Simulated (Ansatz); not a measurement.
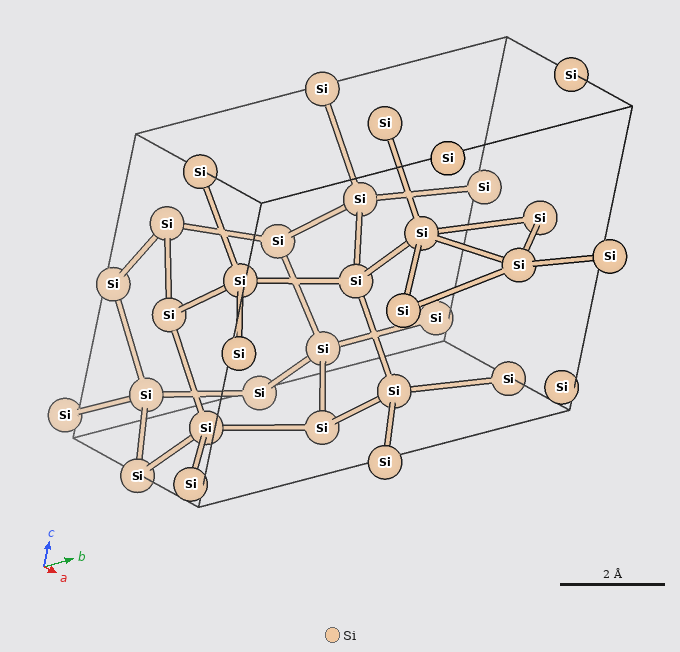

Figure 1. The starting structure (ball-and-stick view of the cell of the calculation, seen slightly off an axis).

Si: nudged elastic band (part 1 of 2)

System: Si (defect cell, 17 atoms in the cell).
Method: DFT PBEsol, scalar-relativistic, plane waves, PAW, PAW set soft_1, no spin polarisation (Ansatz 0.2.0).

The run did not end well. One setting was made poor on purpose. It belongs to a series of runs on one base structure; here: band between the two ends.

The input:
```yaml
crystal:
  lattice:
    - [0.0, 5.43, 5.43]
    - [5.43, 0.0, 5.43]
    - [5.43, 5.43, 0.0]
  atoms:
    - { symbol: Si, position: [-0.02602203, -0.02586891, 0.07775787] }
    - { symbol: Si, position: [0.13176196, 0.13081906, 0.13042921] }
    - { symbol: Si, position: [0.01849534, 0.01683778, 0.5046539] }
    - { symbol: Si, position: [0.10161785, 0.10115295, 0.69623993] }
    - { symbol: Si, position: [0.00660455, 0.50217542, -0.01083343] }
    - { symbol: Si, position: [0.13204866, 0.60696808, 0.13030503] }
    - { symbol: Si, position: [0.01888266, 0.46011714, 0.5045269] }
    - { symbol: Si, position: [0.13603071, 0.62373213, 0.61689307] }
    - { symbol: Si, position: [0.50299916, 0.00544993, -0.01117224] }
    - { symbol: Si, position: [0.60679277, 0.13185053, 0.12993365] }
    - { symbol: Si, position: [0.46041281, 0.01808861, 0.50416406] }
    - { symbol: Si, position: [0.62461605, 0.13549228, 0.6166064] }
    - { symbol: Si, position: [0.50325274, 0.50309888, -0.01130213] }
    - { symbol: Si, position: [0.63548577, 0.63438227, 0.09622298] }
    - { symbol: Si, position: [0.51063351, 0.51012832, 0.46935421] }
    - { symbol: Si, position: [0.62460055, 0.62366193, 0.61649925] }
    - { symbol: Si, position: [0.83569995, 0.83596059, 0.49226496] }
basis:
  ecutwfc: 420.0
kpoints:
  mp_grid: { grid: [1, 1, 1] }
hamiltonian:
  xc: pbesol
  pseudopotentials: { kind: paw, azcp: { folder: soft_1 } }
scf:
  occupations: { method: gaussian, width: 0.05 }
  lower_state_search: "off"
  max_iter: 50
neb:
  images: 3
  f_tol: 0.05
  max_iterations: 50
  order_check: false
  final_atoms:
    - { symbol: Si, position: [0.0007592, 0.00052469, -0.00957611] }
    - { symbol: Si, position: [0.12186755, 0.12221841, 0.1201182] }
    - { symbol: Si, position: [-0.00855773, -0.00847484, 0.49135019] }
    - { symbol: Si, position: [0.11559026, 0.11544878, 0.6157539] }
    - { symbol: Si, position: [0.01804744, 0.49359466, -0.00668594] }
    - { symbol: Si, position: [0.16565149, 0.60659306, 0.10714075] }
    - { symbol: Si, position: [0.00087866, 0.49009502, 0.50113494] }
    - { symbol: Si, position: [0.12233694, 0.62031559, 0.62192191] }
    - { symbol: Si, position: [0.49325477, 0.01842874, -0.0068976] }
    - { symbol: Si, position: [0.60682857, 0.16535499, 0.10711962] }
    - { symbol: Si, position: [0.49024608, 0.00059293, 0.50108376] }
    - { symbol: Si, position: [0.62022268, 0.12247282, 0.62170763] }
    - { symbol: Si, position: [0.52403602, 0.52373079, 0.02438665] }
    - { symbol: Si, position: [0.65128582, 0.65170811, 0.15079244] }
    - { symbol: Si, position: [0.4937157, 0.49384333, 0.51760169] }
    - { symbol: Si, position: [0.60687832, 0.60662162, 0.66598992] }
    - { symbol: Si, position: [0.78847874, 0.78818219, 0.28882432] }
```

Hardware: 1 thread of Arm Neoverse V2, 24 GiB of memory available, shared host.

Launch command:
```bash
ansatz run input.yaml --threads 1 --pin off --max-ram 3072MiB --backend cpu --events-out ev --progress --plain --runs-dir out
```

What the program printed:
```
Warning: neb: disabling space-group detection — the band's intermediate images generally break the endpoint symmetry, so no spatial operation reduces the k-mesh or symmetrises the density, except that a semilocal band can use its path's symmetry ahead of convergence; time reversal is kept, so that k and −k are solved as one point where they differ and the mesh holds both, and exact exchange and, on two spinor components, a DFT+U term hold to it where the run has them: on two components no moment then forms, and a state that bears one, which a typed moment (crystal.atoms[].spin; refused beside efield: under a hybrid functional) reaches, can lie lower, under hf by electronvolts; crystal.symmetry.detect: false (a key that needs symmetry detection or time reversal refuses this as the deck is read) with time_reversal: false beside it drops time reversal too
Warning: [file] the record states the generating functional pbe (its physics header spells it `PBE`), which answers neither for hamiltonian.xc's functional nor for the pbesol family's — results may be inconsistent (PPs are generated against a specific XC)
Engine: ansatz 0.2.0, aarch64-unknown-linux-gnu
Pseudopotentials: kind: paw
Pseudopotential: Si, paw, valence charge 4, recommended cutoff 420 eV (normal), [file]
Functional definition: PBEsol
  exchange = pbesol_x
  correlation = pbesol_c
NEB image 0
Crystal: 17 atoms, lattice volume = 320.206 Å³
Basis set: ecut = 420 eV, 6231 PW (Γ), exchange–correlation on 108×108×108 points (8 copies of the dense FFT grid, shifted against one another)
Bands: 51, of which v1, the nominal top of the filled ones, is band 34 counted from 1 (33 counted from 0)
Symmetry: 1 space group operations
k-points: 1
Non-local potential: Si, projectors of the file, l = 0: 2, l = 1: 2, l = 2: 1
PAW form: soft (Blöchl's): semilocal exchange-correlation on the pseudo side does not see the compensation charge
PAW frozen core: Si, regenerated for the run's functional, and the local potential with it (the file was generated under x = pbe(κ = 0.804, μ = 0.2195149727645171), c = pbe(β = 0.06672455060314922))
PAW one-centre angular grid: Si, 110 points (default); XC on 64 Gauss nodes
Initial density: superposition of atomic densities (chi_scale 0.1, normalization cell)
Initial wavefunctions: pseudopotential atomic-orbital guess
Functional: x = pbesol(κ = 0.804, μ = 0.12345679012345678), c = pbesol(β = 0.046)
SCF iter   1: F=—  HF=-10548.921657 eV  |F-HF|=—  |Δ(HF+E_count)|=         —  Δρ=5.65e-2  dr2=1.22e1  ethr=3.10e-3  ⟨swp⟩=6.0  Hψ=247  notcnv=0
preconditioner: auto → Resta (q_TF=auto, 2.107 Å⁻¹)  ε∞=7.5  [insulator: Δε(μ)=0.640 eV  Ē_g=6.725 eV  σ=0.050 eV  W_gap=1.00  n_scr=58 (ndim 8)  ℏωp=17.1 eV  f_vac=0.000  D(μ)=0.00/eV (n_scr^D=0)  ε∞_Penn≈7.5]
SCF iter   2: F=—  HF=-10546.422232 eV  |F-HF|=—  |Δ(HF+E_count)|=    2.50e0  Δρ=3.25e-2  dr2=3.85e0  ethr=3.10e-3  ⟨swp⟩=3.0  Hψ=96  notcnv=0  defer=13
SCF iter   3: F=—  HF=-10545.306112 eV  |F-HF|=—  |Δ(HF+E_count)|=    1.12e0  Δρ=3.63e-3  dr2=1.06e-1  ethr=3.10e-3  ⟨swp⟩=2.0  Hψ=76  notcnv=0  defer=13
SCF iter   4: F=—  HF=-10545.313941 eV  |F-HF|=—  |Δ(HF+E_count)|=   7.83e-3  Δρ=1.86e-3  dr2=1.92e-2  ethr=1.56e-4  ⟨swp⟩=2.0  Hψ=61  notcnv=0  defer=13
SCF iter   5: F=—  HF=-10545.321764 eV  |F-HF|=—  |Δ(HF+E_count)|=   7.82e-3  Δρ=6.01e-4  dr2=2.39e-3  ethr=2.82e-5  ⟨swp⟩=5.0  Hψ=110  notcnv=0  defer=7
SCF iter   6: F=—  HF=-10545.323171 eV  |F-HF|=—  |Δ(HF+E_count)|=   1.41e-3  Δρ=1.43e-4  dr2=1.53e-4  ethr=3.52e-6  ⟨swp⟩=2.0  Hψ=66  notcnv=0  defer=7
SCF iter   7: F=—  HF=-10545.323242 eV  |F-HF|=—  |Δ(HF+E_count)|=   7.17e-5  Δρ=2.69e-5  dr2=3.16e-6  ethr=2.25e-7  ⟨swp⟩=2.0  Hψ=66  notcnv=0  defer=7
SCF iter   8: F=—  HF=-10545.323237 eV  |F-HF|=—  |Δ(HF+E_count)|=   5.53e-6  Δρ=7.29e-6  dr2=3.03e-7  ethr=4.64e-9  ⟨swp⟩=2.0  Hψ=84  notcnv=0  defer=7
SCF iter   9: F=-10545.323237 eV  HF=-10545.323237 eV  |F-HF|=7.67e-9  |Δ(HF+E_count)|=   1.38e-7  Δρ=2.32e-6  dr2=4.30e-8  ethr=1.47e-10  ⟨swp⟩=5.0  Hψ=171  notcnv=0
SCF 1 converged in 9 iterations: F = -10545.323237 eV  dr2 = 4.30e-8
  greatest PAW one-centre occupation: 0.674 electrons in one spin orbital (limit 2), on the Si atom at site 16 (counted from 0), in its partial waves of l = 0
NSCF: frozen V_eff on 1 k-points
NEB image 4
SCF iter   1: F=—  HF=-10548.877631 eV  |F-HF|=—  |Δ(HF+E_count)|=         —  Δρ=5.65e-2  dr2=1.22e1  ethr=3.10e-3  ⟨swp⟩=6.0  Hψ=248  notcnv=0
preconditioner: auto → Resta (q_TF=auto, 2.107 Å⁻¹)  ε∞=7.5  [insulator: Δε(μ)=0.634 eV  Ē_g=6.722 eV  σ=0.050 eV  W_gap=1.00  n_scr=58 (ndim 8)  ℏωp=17.1 eV  f_vac=0.000  D(μ)=0.00/eV (n_scr^D=0)  ε∞_Penn≈7.5]
SCF iter   2: F=—  HF=-10546.383982 eV  |F-HF|=—  |Δ(HF+E_count)|=    2.49e0  Δρ=3.25e-2  dr2=3.84e0  ethr=3.10e-3  ⟨swp⟩=2.0  Hψ=77  notcnv=0  defer=13
SCF iter   3: F=—  HF=-10545.270175 eV  |F-HF|=—  |Δ(HF+E_count)|=    1.11e0  Δρ=3.67e-3  dr2=1.02e-1  ethr=3.10e-3  ⟨swp⟩=2.0  Hψ=76  notcnv=0  defer=13
SCF iter   4: F=—  HF=-10545.279543 eV  |F-HF|=—  |Δ(HF+E_count)|=   9.37e-3  Δρ=1.90e-3  dr2=2.02e-2  ethr=1.50e-4  ⟨swp⟩=2.0  Hψ=61  notcnv=0  defer=13
SCF iter   5: F=—  HF=-10545.287423 eV  |F-HF|=—  |Δ(HF+E_count)|=   7.88e-3  Δρ=6.08e-4  dr2=2.72e-3  ethr=2.97e-5  ⟨swp⟩=5.0  Hψ=110  notcnv=0  defer=7
SCF iter   6: F=—  HF=-10545.288693 eV  |F-HF|=—  |Δ(HF+E_count)|=   1.27e-3  Δρ=1.46e-4  dr2=1.65e-4  ethr=4.01e-6  ⟨swp⟩=2.0  Hψ=66  notcnv=0  defer=7
SCF iter   7: F=—  HF=-10545.288787 eV  |F-HF|=—  |Δ(HF+E_count)|=   9.45e-5  Δρ=3.18e-5  dr2=4.50e-6  ethr=2.42e-7  ⟨swp⟩=2.0  Hψ=66  notcnv=0  defer=7
SCF iter   8: F=—  HF=-10545.288756 eV  |F-HF|=—  |Δ(HF+E_count)|=   3.18e-5  Δρ=9.14e-6  dr2=5.66e-7  ethr=6.61e-9  ⟨swp⟩=2.0  Hψ=74  notcnv=0  defer=7
SCF iter   9: F=-10545.288756 eV  HF=-10545.288756 eV  |F-HF|=1.38e-8  |Δ(HF+E_count)|=   1.96e-7  Δρ=3.40e-6  dr2=7.40e-8  ethr=1.47e-10  ⟨swp⟩=5.0  Hψ=172  notcnv=0
SCF 2 converged in 9 iterations: F = -10545.288756 eV  dr2 = 7.40e-8
NSCF: frozen V_eff on 1 k-points
WARN: NEB end point (image 0): max|allowed force component| = 1.342e0 eV/Å (the criterion of neb.relax_end_points is 1.000e-2). That is over neb.f_tol: it is no minimum, so the barrier can be far off. Relax it first
WARN: NEB end point (image 4): max|allowed force component| = 1.332e0 eV/Å (the criterion of neb.relax_end_points is 1.000e-2). That is over neb.f_tol: it is no minimum, so the barrier can be far off. Relax it first
NEB image 1
SCF iter   1: F=—  HF=-10548.375743 eV  |F-HF|=—  |Δ(HF+E_count)|=         —  Δρ=5.71e-2  dr2=1.24e1  ethr=3.10e-3  ⟨swp⟩=7.0  Hψ=275  notcnv=0
preconditioner: auto → Resta (q_TF=auto, 2.107 Å⁻¹)  ε∞=7.5  [insulator: Δε(μ)=0.519 eV  Ē_g=6.737 eV  σ=0.050 eV  W_gap=1.00  n_scr=58 (ndim 8)  ℏωp=17.1 eV  f_vac=0.000  D(μ)=0.00/eV (n_scr^D=0)  ε∞_Penn≈7.5]
SCF iter   2: F=—  HF=-10545.796386 eV  |F-HF|=—  |Δ(HF+E_count)|=    2.58e0  Δρ=3.26e-2  dr2=3.85e0  ethr=3.10e-3  ⟨swp⟩=4.0  Hψ=102  notcnv=0  defer=9
SCF iter   3: F=—  HF=-10544.672852 eV  |F-HF|=—  |Δ(HF+E_count)|=    1.12e0  Δρ=3.85e-3  dr2=1.19e-1  ethr=3.10e-3  ⟨swp⟩=2.0  Hψ=84  notcnv=0  defer=9
SCF iter   4: F=—  HF=-10544.677032 eV  |F-HF|=—  |Δ(HF+E_count)|=   4.18e-3  Δρ=1.79e-3  dr2=1.46e-2  ethr=1.75e-4  ⟨swp⟩=2.0  Hψ=69  notcnv=0  defer=9
SCF iter   5: F=—  HF=-10544.686591 eV  |F-HF|=—  |Δ(HF+E_count)|=   9.56e-3  Δρ=5.27e-4  dr2=1.90e-3  ethr=2.15e-5  ⟨swp⟩=2.0  Hψ=68  notcnv=0  defer=9
SCF iter   6: F=—  HF=-10544.687663 eV  |F-HF|=—  |Δ(HF+E_count)|=   1.07e-3  Δρ=1.51e-4  dr2=1.71e-4  ethr=2.80e-6  ⟨swp⟩=2.0  Hψ=63  notcnv=0  defer=9
SCF iter   7: F=—  HF=-10544.687735 eV  |F-HF|=—  |Δ(HF+E_count)|=   7.27e-5  Δρ=4.41e-5  dr2=1.16e-5  ethr=2.52e-7  ⟨swp⟩=2.0  Hψ=75  notcnv=0  defer=9
SCF iter   8: F=—  HF=-10544.687765 eV  |F-HF|=—  |Δ(HF+E_count)|=   2.96e-5  Δρ=1.12e-5  dr2=7.52e-7  ethr=1.71e-8  ⟨swp⟩=2.0  Hψ=81  notcnv=0  defer=9
[...]
  greatest PAW one-centre occupation: 0.688 electrons in one spin orbital (limit 2), on the Si atom at site 16 (counted from 0), in its partial waves of l = 0
NEB image 2
preconditioner: auto → Resta (q_TF=auto, 2.107 Å⁻¹)  ε∞=7.4  [insulator: Δε(μ)=0.264 eV  Ē_g=6.785 eV  σ=0.050 eV  W_gap=1.00  n_scr=58 (ndim 8)  ℏωp=17.1 eV  f_vac=0.000  D(μ)=0.04/eV (n_scr^D=0)  ε∞_Penn≈7.4]
  greatest PAW one-centre occupation: 0.697 electrons in one spin orbital (limit 2), on the Si atom at site 16 (counted from 0), in its partial waves of l = 0
NEB image 3
preconditioner: auto → Resta (q_TF=auto, 2.107 Å⁻¹)  ε∞=7.3  [insulator: Δε(μ)=0.479 eV  Ē_g=6.801 eV  σ=0.050 eV  W_gap=1.00  n_scr=58 (ndim 8)  ℏωp=17.1 eV  f_vac=0.000  D(μ)=0.00/eV (n_scr^D=0)  ε∞_Penn≈7.3]
  greatest PAW one-centre occupation: 0.685 electrons in one spin orbital (limit 2), on the Si atom at site 16 (counted from 0), in its partial waves of l = 0
NEB iter   1: max|band force component| = 1.885e0 eV/Å  barrier→ = 0.8330 eV  barrier← = 0.7985 eV  Δτ_max = 0.1686 Å  (49 SCF iters)
NEB image 1
Initial density: handed on by an earlier stage of this run
Initial wavefunctions: those handed on with the density
eigensolver tolerance schedule calibrated: the retry pair's looser diagonalisation under-reported the residual by θ = 0.10 (0.16/decade); ethr = c·dr2/N_el runs at the constant in force after the calibration composes with the one it found (an armed cap, an earlier calibration), c = 3.9e-2
preconditioner: auto → Resta (q_TF=auto, 2.107 Å⁻¹)  ε∞=7.8  [insulator: Δε(μ)=0.312 eV  Ē_g=6.551 eV  σ=0.050 eV  W_gap=1.00  n_scr=58 (ndim 8)  ℏωp=17.1 eV  f_vac=0.000  D(μ)=0.00/eV (n_scr^D=0)  ε∞_Penn≈7.8]
  greatest PAW one-centre occupation: 0.683 electrons in one spin orbital (limit 2), on the Si atom at site 16 (counted from 0), in its partial waves of l = 0
NEB image 2
preconditioner: auto → Resta (q_TF=auto, 2.107 Å⁻¹)  ε∞=7.8  [insulator: Δε(μ)=0.216 eV  Ē_g=6.552 eV  σ=0.050 eV  W_gap=1.00  n_scr=58 (ndim 8)  ℏωp=17.1 eV  f_vac=0.000  D(μ)=0.42/eV (n_scr^D=0)  ε∞_Penn≈7.8]
  greatest PAW one-centre occupation: 0.690 electrons in one spin orbital (limit 2), on the Si atom at site 16 (counted from 0), in its partial waves of l = 0
NEB image 3
preconditioner: auto → Resta (q_TF=auto, 2.107 Å⁻¹)  ε∞=7.8  [insulator: Δε(μ)=0.252 eV  Ē_g=6.577 eV  σ=0.050 eV  W_gap=1.00  n_scr=58 (ndim 8)  ℏωp=17.1 eV  f_vac=0.000  D(μ)=0.08/eV (n_scr^D=0)  ε∞_Penn≈7.8]
  greatest PAW one-centre occupation: 0.679 electrons in one spin orbital (limit 2), on the Si atom at site 16 (counted from 0), in its partial waves of l = 0
NEB iter   2: max|band force component| = 6.306e-1 eV/Å  barrier→ = 0.0962 eV  barrier← = 0.0617 eV  Δτ_max = 0.2000 Å  (24 SCF iters)
[... from here on the SCF iterations and repeated set-up lines of each step are left out, up to the last step ...]
NEB image 1
NEB image 2
NEB image 3
NEB iter   3: max|band force component| = 1.290e0 eV/Å  barrier→ = 0.0345 eV  barrier← = 0.0000 eV  Δτ_max = 0.0985 Å  (24 SCF iters)
NEB image 1
NEB image 2
NEB image 3
NEB iter   4: max|band force component| = 4.946e-1 eV/Å  barrier→ = -0.4015 eV  barrier← = -0.4360 eV  CI = image 2  Δτ_max = 0.1957 Å  (22 SCF iters)
NEB image 1
NEB image 2
NEB image 3
NEB iter   5: max|band force component| = 5.384e-1 eV/Å  barrier→ = -0.3204 eV  barrier← = -0.3548 eV  CI = image 2  Δτ_max = 0.1928 Å  (22 SCF iters)
NEB image 1
NEB image 2
NEB image 3
NEB iter   6: max|band force component| = 8.479e-1 eV/Å  barrier→ = -0.4595 eV  barrier← = -0.4940 eV  CI = image 2  Δτ_max = 0.1007 Å  (24 SCF iters)
NEB image 1
NEB image 2
NEB image 3
NEB iter   7: max|band force component| = 8.243e-1 eV/Å  barrier→ = -0.5485 eV  barrier← = -0.5830 eV  CI = image 2  Δτ_max = 0.1957 Å  (22 SCF iters)
NEB image 1
NEB image 2
NEB image 3
NEB iter   8: max|band force component| = 8.776e-1 eV/Å  barrier→ = -0.8949 eV  barrier← = -0.9294 eV  CI = image 2  Δτ_max = 0.2000 Å  (23 SCF iters)
NEB image 1
NEB image 2
NEB image 3
NEB iter   9: max|band force component| = 1.165e0 eV/Å  barrier→ = -1.1240 eV  barrier← = -1.1585 eV  CI = image 1  Δτ_max = 0.2000 Å  (23 SCF iters)
NEB image 1
NEB image 2
NEB image 3
NEB iter  10: max|band force component| = 1.208e0 eV/Å  barrier→ = -1.1910 eV  barrier← = -1.2255 eV  CI = image 1  Δτ_max = 0.2000 Å  (24 SCF iters)
NEB image 1
NEB image 2
NEB image 3
NEB iter  11: max|band force component| = 1.174e0 eV/Å  barrier→ = -1.1355 eV  barrier← = -1.1699 eV  CI = image 1  Δτ_max = 0.2000 Å  (24 SCF iters)
NEB image 1
NEB image 2
NEB image 3
NEB iter  12: max|band force component| = 1.028e0 eV/Å  barrier→ = -1.0306 eV  barrier← = -1.0651 eV  CI = image 1  Δτ_max = 0.2000 Å  (22 SCF iters)
NEB image 1
NEB image 2
NEB image 3
NEB iter  13: max|band force component| = 7.384e-1 eV/Å  barrier→ = -0.8257 eV  barrier← = -0.8602 eV  CI = image 1  Δτ_max = 0.2000 Å  (24 SCF iters)
NEB image 1
NEB image 2
NEB image 3
NEB iter  14: max|band force component| = 1.145e0 eV/Å  barrier→ = -0.7213 eV  barrier← = -0.7558 eV  CI = image 1  Δτ_max = 0.1012 Å  (24 SCF iters)
NEB image 1
NEB image 2
NEB image 3
NEB iter  15: max|band force component| = 9.059e-1 eV/Å  barrier→ = -0.8209 eV  barrier← = -0.8554 eV  CI = image 1  Δτ_max = 0.2000 Å  (22 SCF iters)
NEB image 1
NEB image 2
NEB image 3
NEB iter  16: max|band force component| = 1.106e0 eV/Å  barrier→ = -0.7169 eV  barrier← = -0.7514 eV  CI = image 1  Δτ_max = 0.1978 Å  (24 SCF iters)
NEB image 1
NEB image 2
NEB image 3
NEB iter  17: max|band force component| = 1.042e0 eV/Å  barrier→ = -0.7525 eV  barrier← = -0.7869 eV  CI = image 1  Δτ_max = 0.1983 Å  (25 SCF iters)
NEB image 1
NEB image 2
NEB image 3
NEB iter  18: max|band force component| = 1.081e0 eV/Å  barrier→ = -0.9348 eV  barrier← = -0.9693 eV  CI = image 1  Δτ_max = 0.0997 Å  (26 SCF iters)
NEB image 1
NEB image 2
NEB image 3
NEB iter  19: max|band force component| = 9.216e-1 eV/Å  barrier→ = -1.0105 eV  barrier← = -1.0450 eV  CI = image 1  Δτ_max = 0.1030 Å  (24 SCF iters)
NEB image 1
NEB image 2
NEB image 3
```
